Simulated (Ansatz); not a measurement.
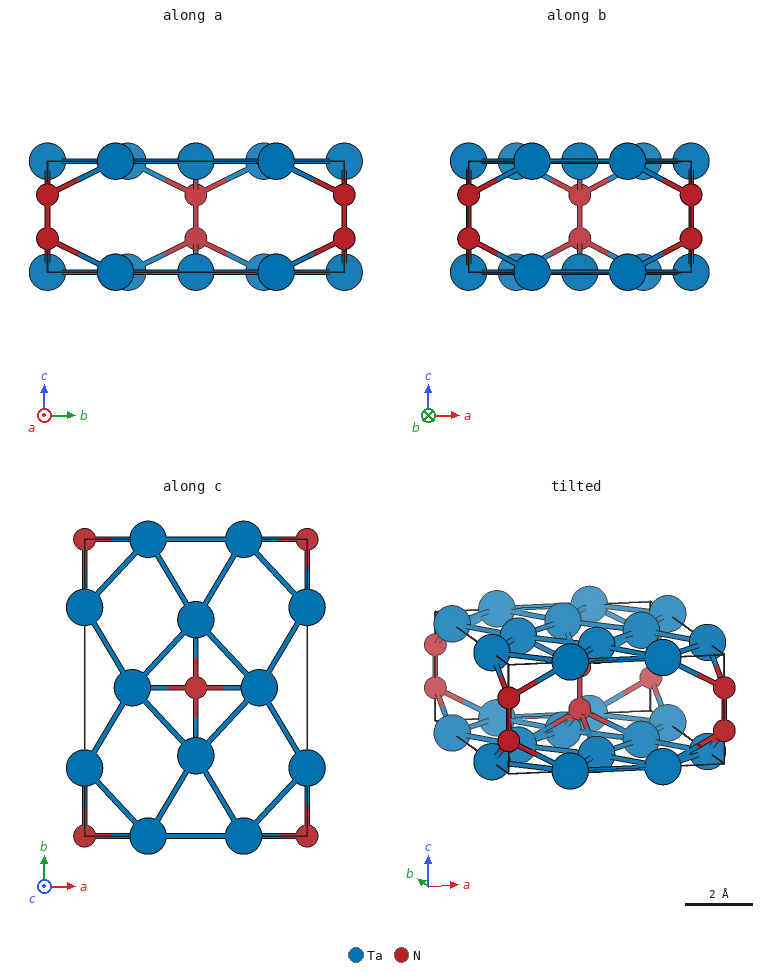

The figure gives a ball-and-stick picture of the atoms, viewed along the a axis, along the b axis, along the c axis and slightly off an axis. The edges of the conventional unit cell are marked.

Lattice parameters: a = 6.702 Å, b = 8.939 Å, c = 3.344 Å, α = 90.00°, β = 90.00°, γ = 90.00°. Put a along x and b in the xy plane.

Q: Express the structure as a POSCAR file, with free fractional coordinates to two decimals.

A:
```
Ta N
1.0
     6.702    0.000    0.000
     0.000    8.939    0.000
     0.000    0.000    3.344
Ta N
8 4
Direct
  0.71 0.00 0.00
  0.29 0.00 0.00
  0.50 0.73 0.00
  0.50 0.27 0.00
  0.21 0.50 0.00
  0.79 0.50 0.00
  0.00 0.23 0.00
  0.00 0.77 0.00
  0.00 0.00 0.30
  0.00 0.00 0.70
  0.50 0.50 0.30
  0.50 0.50 0.70
```

Provenance: a random cell made by a generator, so it need not be a real form of the compound. Earlier steps of the study may have refined or changed the cell and positions. A calculation with Ansatz used it as input.
